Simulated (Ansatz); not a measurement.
```
CELL_PARAMETERS angstrom
3.07569 0.00000 0.00000
-1.53785 2.66363 0.00000
0.00000 0.00000 10.07065
ATOMIC_POSITIONS crystal
Si 0.66667 0.33333 0.93784
Si 0.33333 0.66667 0.43784
Si 0.00000 0.00000 0.68789
Si 0.00000 0.00000 0.18789
C 0.66667 0.33333 0.74980
C 0.33333 0.66667 0.24980
C 0.00000 0.00000 0.50046
C 0.00000 0.00000 0.00046
```

Space group P6₃mc; a structure from a database of computed crystals, not necessarily the ambient phase; computed pressure about 4 GPa in this cell.

All numbers below come from DFT PBE, scalar-relativistic, plane waves, PAW (Ansatz 0.2.0).

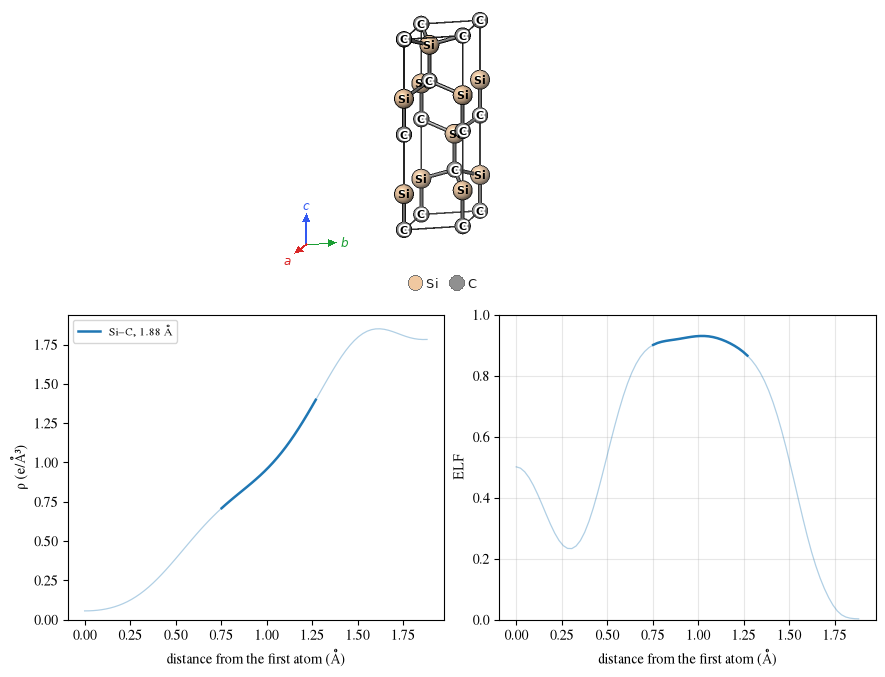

SiC. Valence charge density (pseudo) and ELF along straight lines between neighbouring atoms. Thin, pale parts lie inside the atomic spheres. The structure is drawn too.

Core electrons are frozen (PAW), and the valence fields are smoothed inside the atomic spheres.

> What can be read from the curves?

Si–C (1.88 Å): ρ is about 0.89 e/Å³ halfway; the ELF peaks at about 0.95 between the atoms; localised, covalent bonding.
